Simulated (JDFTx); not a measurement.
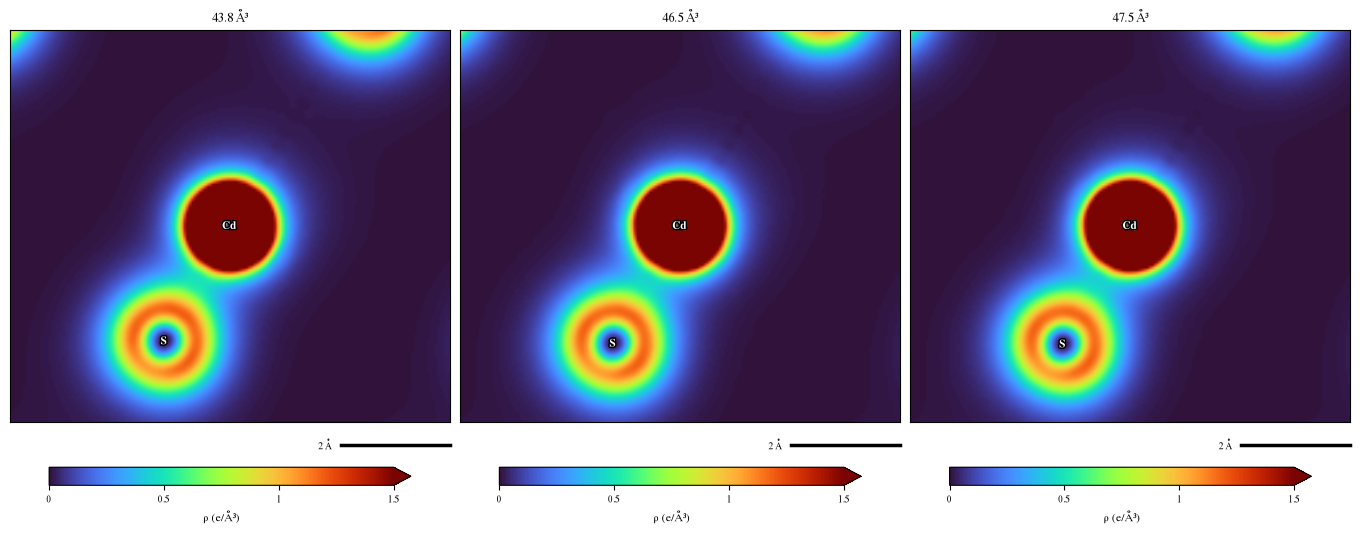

CdS. The valence pseudo-density of cells scaled evenly to different volumes (given per atom above each panel), on the (111) plane of each (indices in the axes of the cell below), at one length scale and on one colour scale.

A structure from a database of computed crystals, not necessarily the ambient phase.

Method: Kohn-Sham DFT of a periodic cell, PBEsol, PseudoDojo-SR-PBEsol-0.4.1-standard in JDFTx.

The largest cell:

```xyz
2
Lattice="4.3447 0.0000 0.0000 -2.1724 3.7627 0.0000 0.0000 0.0000 5.9180" Properties=species:S:1:pos:R:3 pbc="T T T"
Cd    0.0000    0.0000    2.6198
S     2.1724    1.2542    2.5703
```

| volume (Å³/atom) | Cd–S contact in the plane (Å) | ρ at its midpoint (e/Å³) | pressure (GPa) | gap on the mesh (eV) | 
| --- | --- | --- | --- | --- |
| 43.81 | 2.427 | 0.502 | −0.4 | 1.49 | 
| 45.64 | 2.461 | ? | ? | ? | 
| 46.55 | 2.477 | 0.459 | −2.0 | 1.38 | 
| 47.46 | 2.493 | 0.446 | −2.4 | 1.31 | 
| 48.37 | 2.509 | 0.433 | −2.7 | 1.23 | 

### Estimate the missing row, and compare with the calculation.

Over the known rows ln ρ falls by 1.80 per Å of Cd–S distance (a least-squares line), which gives 0.472 e/Å³ at 2.461 Å; the calculation gives 0.472 e/Å³. For the pressure, a straight line in volume between the neighbouring rows gives −1.5 GPa; the calculation gives −1.5. For the gap on the mesh, a straight line in volume between the neighbouring rows gives 1.42 eV; the calculation gives 1.42.
